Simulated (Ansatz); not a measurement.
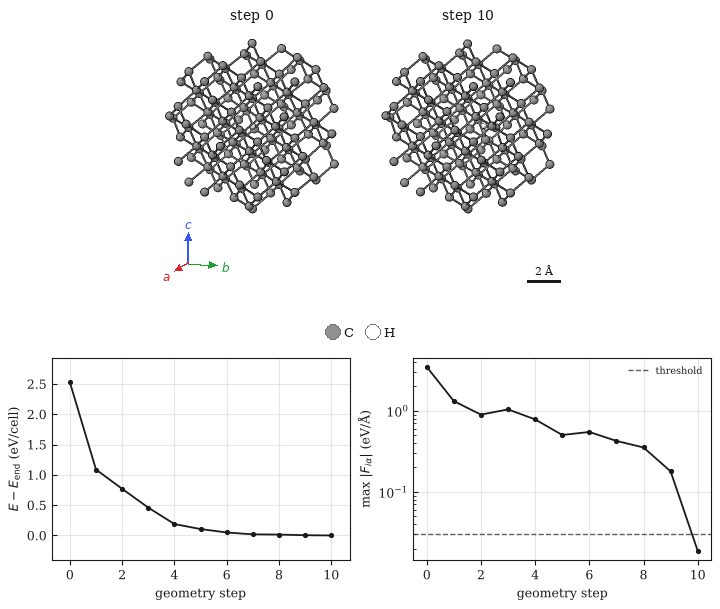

First and last geometry of a relaxation of a defect cell of composition C64H (cell charge +2), with the history of the run. Style: ball-and-stick. Shown: the atoms within 5.8 Å of the atom that moves most (axes of the cell of the calculation (origin shifted)), slightly off an axis.

Theory: DFT, PBEsol, PAW, plane waves in Ansatz. Set-up: plane-wave cutoff 420 eV; k-point mesh 1 × 1 × 1; mesh shifted by (0.25, 0.25, 0.25); collinear spin; atoms relaxed in a fixed cell; force threshold 0.03 eV/Å; at most 80 steps.

> Read the history and describe the run.

It converged. The H atom moves most: 0.94 Å along [−1 2 0]. Largest moves by element: H 0.94 Å, C 0.21 Å. The cell doesn't change. Some distances before and after: C–H 1.761 → 1.171 Å, C–C 1.546 → 1.943 Å, C–H 1.529 → 1.172 Å, C–C 1.620 → 1.544 Å. New bonds form, among them: C–H (1.53 → 1.17 Å), C–H (1.76 → 1.17 Å). Among the angles between lasting bonds that change: C–C–C 111.7° → 101.8°, C–C–C 111.3° → 103.3°, C–C–C 106.8° → 113.9°. The energy falls by 2.528 eV per cell of the calculation in 10 geometry steps. Largest force component: 3.5 eV/Å at the start, 0.019 eV/Å at the end. Cost: 7.3 s on 1 × NVIDIA GB200 with 8 threads of Arm Neoverse-V2, peak memory 1.6 GiB.

Limits of the set-up: the periodic images lie only 7.1 Å apart, so the values are limited by the cell's size; the cell is charged, on a uniform background, and energies carry no finite-size correction.
